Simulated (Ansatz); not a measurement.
## Geometry relaxation, with input and output: BaTiO$_{3}$ (part 1 of 3)

The run: geometry relaxation of BaTiO$_{3}$ (5 atoms in the cell). Method and program: DFT PBE, scalar-relativistic, plane waves, PAW, no spin polarisation (Ansatz 0.2.0).

The structure derives from an entry of the Crystallography Open Database. It belongs to a series of runs on one base structure; here: relaxed functional: PBE.

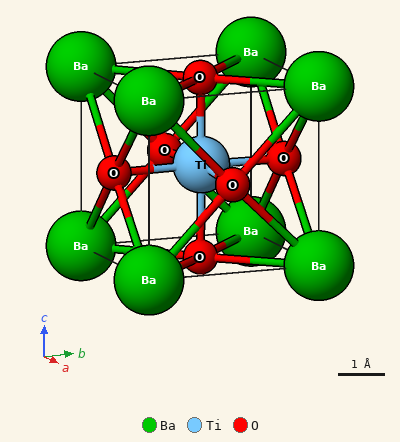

The structure as given in the input (ball-and-stick view of the cell of the calculation, seen slightly off an axis). An atom can appear more than once, as a periodic image.

**The input**
```yaml
crystal:
  lattice:
    - [3.9841, 0.0, 0.0]
    - [0.0, 2.83705, 2.8458]
    - [0.0, -2.83705, 2.8458]
  atoms:
    - { symbol: Ba, position: [0.0, 0.0, 0.0] }
    - { symbol: Ti, position: [0.5, 0.5079, 0.5079] }
    - { symbol: O, position: [0.0, 0.4921, 0.4921] }
    - { symbol: O, position: [0.5, 0.50251, 0.99371] }
    - { symbol: O, position: [0.5, 0.99371, 0.50251] }
basis:
  ecutwfc: 420
kpoints:
  mp_grid: { grid: [8, 8, 8] }
hamiltonian:
  xc: pbe
scf:
  occupations: { method: gaussian, width: 0.02 }
output:
  forces: true
  stress: true
  eigenvalues: true
  write_density: true
  write_potential: true
  elf: true
  volumetric_format: npy
relax:
  adjacent_minimum: "off"
  f_tol: 0.01
  max_steps: 60
  cell: { stress_tol: 0.05 }
```

Run on 1 thread of Intel Xeon @ 2.50GHz (Skylake/Cascade Lake), 189 GiB of memory available, shared host.

Command:
```bash
ansatz run input.yaml --threads 1 --pin off --max-ram 2560MiB --backend cpu --events-out ev --progress --plain --runs-dir out
```

**Output**
```
Engine: ansatz 0.2.0, x86_64-unknown-linux-gnu
Pseudopotentials: kind: paw
Pseudopotential: Ba, paw, valence charge 10, recommended cutoff 420 eV (normal), Ba.paw.azcp
Pseudopotential: Ti, paw, valence charge 12, recommended cutoff 420 eV (normal), Ti.paw.azcp
Pseudopotential: O, paw, valence charge 6, recommended cutoff 420 eV (normal), O.paw.azcp
Functional definition: PBE
  parameter kappa = 0.804
  parameter beta = 0.06672455060314922
  exchange = pbe_x(kappa = kappa, mu = beta*pi^2/3)
  correlation = pbe_c(beta = beta)
Crystal: 5 atoms, lattice volume = 64.333 Å³
Basis set: ecut = 420 eV, 1249 PW (Γ), exchange–correlation on 54×54×54 points (8 copies of the dense FFT grid, shifted against one another)
Bands: 25, of which v1, the nominal top of the filled ones, is band 20 counted from 1 (19 counted from 0)
Symmetry: 4 space group operations
Space group: Amm2 (ITA 38), of the structure as read, at distance tolerance 4.0e-5 Å
k-points: 105 of 512 (time reversal used)
Non-local potential: Ba, projectors of the file, l = 0: 3, l = 1: 2, l = 2: 2, l = 3: 2
Non-local potential: Ti, projectors of the file, l = 0: 3, l = 1: 2, l = 2: 3, l = 3: 1
Non-local potential: O, projectors of the file, l = 0: 2, l = 1: 2, l = 2: 1
PAW form: soft (Blöchl's): semilocal exchange-correlation on the pseudo side does not see the compensation charge
PAW one-centre angular grid: Ba, 194 points (default); XC on 64 Gauss nodes
PAW one-centre angular grid: Ti, 590 points (default); XC on 64 Gauss nodes
PAW one-centre angular grid: O, 110 points (default); XC on 64 Gauss nodes
Initial density: superposition of atomic densities (neutral atoms: chi_scale 0, normalization atom), corrected by the library's trained network
Initial wavefunctions: pseudopotential atomic-orbital guess
Functional: x = pbe(κ = 0.804, μ = 0.2195149727645171), c = pbe(β = 0.06672455060314922)
SCF iter   1: F=—  HF=-10159.567881 eV  |F-HF|=—  |Δ(HF+E_count)|=         —  Δρ=1.60e-3  dr2=9.29e-4  ethr=1.77e-3  ⟨swp⟩=6.3  Hψ=13232  notcnv=0
preconditioner: auto → Resta (q_TF=auto, 2.521 Å⁻¹)  ε∞=5.9  [insulator: Δε(μ)=1.839 eV  Ē_g=11.845 eV  σ=0.020 eV  W_gap=1.00  n_scr=18 (ndim 8)  ℏωp=26.2 eV  f_vac=0.000  D(μ)=0.00/eV (n_scr^D=0)  ε∞_Penn≈5.9]
SCF iter   2: F=—  HF=-10159.568156 eV  |F-HF|=—  |Δ(HF+E_count)|=   2.75e-4  Δρ=7.75e-4  dr2=2.35e-4  ethr=2.32e-6  ⟨swp⟩=2.0  Hψ=5630  notcnv=0  defer=22
SCF iter   3: F=—  HF=-10159.568286 eV  |F-HF|=—  |Δ(HF+E_count)|=   1.29e-4  Δρ=1.09e-4  dr2=1.32e-5  ethr=5.87e-7  ⟨swp⟩=2.9  Hψ=4222  notcnv=0  defer=22
SCF iter   4: F=—  HF=-10159.567610 eV  |F-HF|=—  |Δ(HF+E_count)|=   6.75e-4  Δρ=5.71e-5  dr2=2.53e-6  ethr=3.31e-8  ⟨swp⟩=2.0  Hψ=4513  notcnv=0  defer=22
SCF iter   5: F=—  HF=-10159.567610 eV  |F-HF|=—  |Δ(HF+E_count)|=   1.34e-7  Δρ=1.91e-5  dr2=1.39e-7  ethr=6.32e-9  ⟨swp⟩=2.6  Hψ=4535  notcnv=0  defer=22
SCF iter   6: F=-10159.567610 eV  HF=-10159.567610 eV  |F-HF|=5.51e-10  |Δ(HF+E_count)|=   1.44e-8  Δρ=4.56e-6  dr2=7.16e-9  ethr=2.50e-10  ⟨swp⟩=11.4  Hψ=19585  notcnv=0
SCF 1 converged in 6 iterations: F = -10159.567610 eV  dr2 = 7.16e-9
  greatest PAW one-centre occupation: 0.999 electrons in one spin orbital (limit 2), on the Ti atom at site 1 (counted from 0), in its partial waves of l = 0
relax step   1: F+E_penalty+E_count = -10159.56761035 eV  Δ(F+E_penalty+E_count) = +0.000e0 eV  max|allowed force component| = 2.011e-1 eV/Å  Δτ_max = 0.0000 Å  P = +1.922 GPa  Ω = 64.333 Å³  (6 SCF iters, dr2 threshold 1.00e-7 eV, accepted)
Crystal: 5 atoms, lattice volume = 65.170 Å³
Basis set: ecut = 420 eV, 1301 PW (Γ), exchange–correlation on 54×54×54 points (8 copies of the dense FFT grid, shifted against one another)
Initial density: handed on by an earlier stage of this run
Initial wavefunctions: those handed on with the density
iter 1 solved again at ethr=2.17e-5 eV; its pass at ethr=3.10e-3 eV (dr2=8.69e-3 eV) is discarded
SCF iter   1: F=—  HF=-10159.574807 eV  |F-HF|=—  |Δ(HF+E_count)|=         —  Δρ=3.12e-3  dr2=8.68e-3  ethr=2.17e-5  ⟨swp⟩=1.6  Hψ=13571  notcnv=0
preconditioner: auto → Resta (q_TF=auto, 2.515 Å⁻¹)  ε∞=5.9  [insulator: Δε(μ)=1.829 eV  Ē_g=11.774 eV  σ=0.020 eV  W_gap=1.00  n_scr=18 (ndim 8)  ℏωp=26.0 eV  f_vac=0.000  D(μ)=0.00/eV (n_scr^D=0)  ε∞_Penn≈5.9]
SCF iter   2: F=—  HF=-10159.573093 eV  |F-HF|=—  |Δ(HF+E_count)|=   1.71e-3  Δρ=1.63e-3  dr2=2.78e-3  ethr=2.17e-5  ⟨swp⟩=2.2  Hψ=3883  notcnv=0
SCF iter   3: F=—  HF=-10159.572339 eV  |F-HF|=—  |Δ(HF+E_count)|=   7.54e-4  Δρ=3.95e-4  dr2=1.06e-4  ethr=6.94e-6  ⟨swp⟩=2.0  Hψ=4144  notcnv=0
SCF iter   4: F=—  HF=-10159.571576 eV  |F-HF|=—  |Δ(HF+E_count)|=   7.63e-4  Δρ=1.13e-4  dr2=6.16e-6  ethr=2.66e-7  ⟨swp⟩=2.0  Hψ=4714  notcnv=0
iter 5 did not close the SCF: its close was put off for the readings that it lacked (scf_convergence_deferred on its scf_iter line)
SCF iter   5: F=-10159.571581 eV  HF=-10159.571581 eV  |F-HF|=1.99e-7  |Δ(HF+E_count)|=   4.28e-6  Δρ=2.11e-5  dr2=1.70e-7  ethr=1.54e-8  ⟨swp⟩=2.0  Hψ=3876  notcnv=0
SCF iter   6: F=-10159.571581 eV  HF=-10159.571581 eV  |F-HF|=5.03e-9  |Δ(HF+E_count)|=   2.24e-7  Δρ=5.46e-6  dr2=1.45e-8  ethr=4.24e-10  ⟨swp⟩=7.2  Hψ=18348  notcnv=0
SCF 2 converged in 6 iterations: F = -10159.571581 eV  dr2 = 1.45e-8
relax step   2: F+E_penalty+E_count = -10159.57158074 eV  Δ(F+E_penalty+E_count) = -3.970e-3 eV  max|allowed force component| = 4.239e-1 eV/Å  Δτ_max = 0.0396 Å  P = -0.185 GPa  Ω = 65.170 Å³  energy of the carried Pulay correction = -2.825e-3 eV  (6 SCF iters, dr2 threshold 5.00e-7 eV, accepted)
Crystal: 5 atoms, lattice volume = 65.200 Å³
iter 1 solved again at ethr=6.80e-6 eV; its pass at ethr=3.10e-3 eV (dr2=2.72e-3 eV) is discarded
SCF iter   1: F=—  HF=-10159.578487 eV  |F-HF|=—  |Δ(HF+E_count)|=         —  Δρ=1.78e-3  dr2=2.94e-3  ethr=6.80e-6  ⟨swp⟩=2.1  Hψ=12360  notcnv=0
preconditioner: auto → Resta (q_TF=auto, 2.515 Å⁻¹)  ε∞=5.9  [insulator: Δε(μ)=1.851 eV  Ē_g=11.783 eV  σ=0.020 eV  W_gap=1.00  n_scr=18 (ndim 8)  ℏωp=26.0 eV  f_vac=0.000  D(μ)=0.00/eV (n_scr^D=0)  ε∞_Penn≈5.9]
SCF iter   2: F=—  HF=-10159.577790 eV  |F-HF|=—  |Δ(HF+E_count)|=   6.97e-4  Δρ=9.47e-4  dr2=9.34e-4  ethr=6.80e-6  ⟨swp⟩=2.1  Hψ=3726  notcnv=0
SCF iter   3: F=—  HF=-10159.577482 eV  |F-HF|=—  |Δ(HF+E_count)|=   3.07e-4  Δρ=1.36e-4  dr2=1.24e-5  ethr=2.33e-6  ⟨swp⟩=2.0  Hψ=3888  notcnv=0
SCF iter   4: F=—  HF=-10159.576814 eV  |F-HF|=—  |Δ(HF+E_count)|=   6.69e-4  Δρ=4.32e-5  dr2=7.87e-7  ethr=3.11e-8  ⟨swp⟩=2.0  Hψ=4682  notcnv=0
iter 5 did not close the SCF: its close was put off for the readings that it lacked (scf_convergence_deferred on its scf_iter line)
SCF iter   5: F=-10159.576814 eV  HF=-10159.576814 eV  |F-HF|=2.50e-8  |Δ(HF+E_count)|=   3.33e-7  Δρ=1.06e-5  dr2=4.63e-8  ethr=1.97e-9  ⟨swp⟩=2.0  Hψ=4500  notcnv=0
SCF iter   6: F=-10159.576814 eV  HF=-10159.576814 eV  |F-HF|=5.44e-10  |Δ(HF+E_count)|=   4.19e-8  Δρ=2.28e-6  dr2=2.29e-9  ethr=1.16e-10  ⟨swp⟩=6.6  Hψ=17379  notcnv=0
SCF 3 converged in 6 iterations: F = -10159.576814 eV  dr2 = 2.29e-9
relax step   3: F+E_penalty+E_count = -10159.57681406 eV  Δ(F+E_penalty+E_count) = -5.233e-3 eV  max|allowed force component| = 2.937e-1 eV/Å  Δτ_max = 0.0210 Å  P = -0.305 GPa  Ω = 65.200 Å³  energy of the carried Pulay correction = -2.927e-3 eV  (6 SCF iters, dr2 threshold 5.00e-7 eV, accepted)
Crystal: 5 atoms, lattice volume = 65.169 Å³
Basis set: ecut = 420 eV, 1309 PW (Γ), exchange–correlation on 54×54×54 points (8 copies of the dense FFT grid, shifted against one another)
iter 1 solved again at ethr=2.30e-6 eV; its pass at ethr=3.10e-3 eV (dr2=9.20e-4 eV) is discarded
SCF iter   1: F=—  HF=-10159.582048 eV  |F-HF|=—  |Δ(HF+E_count)|=         —  Δρ=1.10e-3  dr2=9.87e-4  ethr=2.30e-6  ⟨swp⟩=2.5  Hψ=13040  notcnv=0
preconditioner: auto → Resta (q_TF=auto, 2.515 Å⁻¹)  ε∞=5.9  [insulator: Δε(μ)=1.872 eV  Ē_g=11.799 eV  σ=0.020 eV  W_gap=1.00  n_scr=18 (ndim 8)  ℏωp=26.0 eV  f_vac=0.000  D(μ)=0.00/eV (n_scr^D=0)  ε∞_Penn≈5.9]
SCF iter   2: F=—  HF=-10159.581833 eV  |F-HF|=—  |Δ(HF+E_count)|=   2.16e-4  Δρ=6.01e-4  dr2=3.27e-4  ethr=2.30e-6  ⟨swp⟩=1.3  Hψ=2950  notcnv=0
SCF iter   3: F=—  HF=-10159.581093 eV  |F-HF|=—  |Δ(HF+E_count)|=   7.40e-4  Δρ=8.08e-5  dr2=3.99e-6  ethr=8.17e-7  ⟨swp⟩=2.0  Hψ=3852  notcnv=0
SCF iter   4: F=—  HF=-10159.581093 eV  |F-HF|=—  |Δ(HF+E_count)|=   4.40e-8  Δρ=3.08e-5  dr2=5.16e-7  ethr=9.98e-9  ⟨swp⟩=2.0  Hψ=4725  notcnv=0
iter 5 did not close the SCF: its close was put off for the readings that it lacked (scf_convergence_deferred on its scf_iter line)
SCF iter   5: F=-10159.581093 eV  HF=-10159.581093 eV  |F-HF|=4.29e-10  |Δ(HF+E_count)|=   1.25e-7  Δρ=7.70e-6  dr2=3.37e-8  ethr=1.29e-9  ⟨swp⟩=2.4  Hψ=4329  notcnv=0
SCF iter   6: F=-10159.581093 eV  HF=-10159.581093 eV  |F-HF|=1.13e-10  |Δ(HF+E_count)|=   1.05e-8  Δρ=2.04e-6  dr2=2.71e-9  ethr=8.43e-11  ⟨swp⟩=6.5  Hψ=16798  notcnv=0
SCF 4 converged in 6 iterations: F = -10159.581093 eV  dr2 = 2.71e-9
relax step   4: F+E_penalty+E_count = -10159.58109282 eV  Δ(F+E_penalty+E_count) = -4.279e-3 eV  max|allowed force component| = 2.888e-1 eV/Å  Δτ_max = 0.0079 Å  P = -0.075 GPa  Ω = 65.169 Å³  energy of the carried Pulay correction = -2.821e-3 eV  (6 SCF iters, dr2 threshold 5.00e-7 eV, accepted)
Crystal: 5 atoms, lattice volume = 65.614 Å³
iter 1 solved again at ethr=2.14e-5 eV; its pass at ethr=3.10e-3 eV (dr2=8.57e-3 eV) is discarded
SCF iter   1: F=—  HF=-10159.595420 eV  |F-HF|=—  |Δ(HF+E_count)|=         —  Δρ=3.73e-3  dr2=8.59e-3  ethr=2.14e-5  ⟨swp⟩=1.6  Hψ=13858  notcnv=0
preconditioner: auto → Resta (q_TF=auto, 2.512 Å⁻¹)  ε∞=5.8  [insulator: Δε(μ)=1.919 eV  Ē_g=11.793 eV  σ=0.020 eV  W_gap=1.00  n_scr=18 (ndim 8)  ℏωp=25.9 eV  f_vac=0.000  D(μ)=0.00/eV (n_scr^D=0)  ε∞_Penn≈5.8]
SCF iter   2: F=—  HF=-10159.594133 eV  |F-HF|=—  |Δ(HF+E_count)|=   1.29e-3  Δρ=2.03e-3  dr2=2.76e-3  ethr=2.14e-5  ⟨swp⟩=2.0  Hψ=3152  notcnv=0
SCF iter   3: F=—  HF=-10159.593581 eV  |F-HF|=—  |Δ(HF+E_count)|=   5.53e-4  Δρ=2.14e-4  dr2=2.69e-5  ethr=6.90e-6  ⟨swp⟩=2.1  Hψ=4228  notcnv=0
SCF iter   4: F=—  HF=-10159.593032 eV  |F-HF|=—  |Δ(HF+E_count)|=   5.49e-4  Δρ=6.46e-5  dr2=2.39e-6  ethr=6.72e-8  ⟨swp⟩=2.0  Hψ=4506  notcnv=0
iter 5 did not close the SCF: its close was put off for the readings that it lacked (scf_convergence_deferred on its scf_iter line)
SCF iter   5: F=-10159.593033 eV  HF=-10159.593033 eV  |F-HF|=3.75e-8  |Δ(HF+E_count)|=   8.45e-7  Δρ=1.42e-5  dr2=1.43e-7  ethr=5.99e-9  ⟨swp⟩=2.5  Hψ=4846  notcnv=0
SCF iter   6: F=-10159.593033 eV  HF=-10159.593033 eV  |F-HF|=3.97e-10  |Δ(HF+E_count)|=   5.89e-8  Δρ=3.84e-6  dr2=1.26e-8  ethr=3.57e-10  ⟨swp⟩=7.2  Hψ=17651  notcnv=0
SCF 5 converged in 6 iterations: F = -10159.593033 eV  dr2 = 1.26e-8
relax step   5: F+E_penalty+E_count = -10159.59303314 eV  Δ(F+E_penalty+E_count) = -1.194e-2 eV  max|allowed force component| = 3.746e-1 eV/Å  Δτ_max = 0.0257 Å  P = -0.526 GPa  Ω = 65.614 Å³  energy of the carried Pulay correction = -4.307e-3 eV  (6 SCF iters, dr2 threshold 5.00e-7 eV, accepted)
Crystal: 5 atoms, lattice volume = 67.680 Å³
Basis set: ecut = 420 eV, 1329 PW (Γ), exchange–correlation on 54×54×54 points (8 copies of the dense FFT grid, shifted against one another)
iter 1 solved again at ethr=2.10e-3 eV; its pass at ethr=3.10e-3 eV (dr2=8.39e-1 eV) is discarded
SCF iter   1: F=—  HF=-10159.474906 eV  |F-HF|=—  |Δ(HF+E_count)|=         —  Δρ=3.22e-2  dr2=8.42e-1  ethr=2.10e-3  ⟨swp⟩=1.0  Hψ=15185  notcnv=0
preconditioner: auto → Resta (q_TF=auto, 2.499 Å⁻¹)  ε∞=5.3  [insulator: Δε(μ)=2.822 eV  Ē_g=12.255 eV  σ=0.020 eV  W_gap=1.00  n_scr=18 (ndim 8)  ℏωp=25.5 eV  f_vac=0.000  D(μ)=0.00/eV (n_scr^D=0)  ε∞_Penn≈5.3]
SCF iter   2: F=—  HF=-10159.349798 eV  |F-HF|=—  |Δ(HF+E_count)|=   1.25e-1  Δρ=1.75e-2  dr2=2.71e-1  ethr=2.10e-3  ⟨swp⟩=2.5  Hψ=3729  notcnv=0  defer=16
SCF iter   3: F=—  HF=-10159.296848 eV  |F-HF|=—  |Δ(HF+E_count)|=   5.29e-2  Δρ=2.30e-3  dr2=5.41e-3  ethr=6.78e-4  ⟨swp⟩=3.2  Hψ=6219  notcnv=0  defer=41
SCF iter   4: F=—  HF=-10159.295868 eV  |F-HF|=—  |Δ(HF+E_count)|=   9.81e-4  Δρ=7.75e-4  dr2=3.62e-4  ethr=1.35e-5  ⟨swp⟩=2.4  Hψ=5273  notcnv=0  defer=64
SCF iter   5: F=—  HF=-10159.296182 eV  |F-HF|=—  |Δ(HF+E_count)|=   3.14e-4  Δρ=1.99e-4  dr2=2.03e-5  ethr=9.05e-7  ⟨swp⟩=2.5  Hψ=4755  notcnv=0  defer=64
SCF iter   6: F=—  HF=-10159.296181 eV  |F-HF|=—  |Δ(HF+E_count)|=   6.66e-7  Δρ=4.51e-5  dr2=1.35e-6  ethr=5.07e-8  ⟨swp⟩=2.0  Hψ=4500  notcnv=0  defer=64
SCF iter   7: F=-10159.296182 eV  HF=-10159.296182 eV  |F-HF|=4.20e-8  |Δ(HF+E_count)|=   3.84e-7  Δρ=1.37e-5  dr2=1.28e-7  ethr=1.25e-9  ⟨swp⟩=15.2  Hψ=26344  notcnv=0
SCF 6 converged in 7 iterations: F = -10159.296182 eV  dr2 = 1.28e-7
  Residual-converged pass: ⟨swp⟩=1.1  Hψ=3051  notcnv=0  max |occ|·‖R‖ = 7.0e-9 eV (tolerance 1.0e-8 eV)  dr2=1.28e-7  dr2_onsite=1.58e-8  max |Δocc| = 0.0e0
relax step   6: F+E_penalty+E_count = -10159.29618175 eV  Δ(F+E_penalty+E_count) = +2.969e-1 eV  max|allowed force component| = 3.813e0 eV/Å  Δτ_max = 0.1962 Å  P = +8.054 GPa  Ω = 67.680 Å³  energy of the carried Pulay correction = -1.108e-2 eV  (7 SCF iters, dr2 threshold 5.00e-7 eV, rejected (line search))
Crystal: 5 atoms, lattice volume = 66.781 Å³
Basis set: ecut = 420 eV, 1333 PW (Γ), exchange–correlation on 54×54×54 points (8 copies of the dense FFT grid, shifted against one another)
iter 1 solved again at ethr=7.01e-4 eV; its pass at ethr=3.10e-3 eV (dr2=2.80e-1 eV) is discarded
```
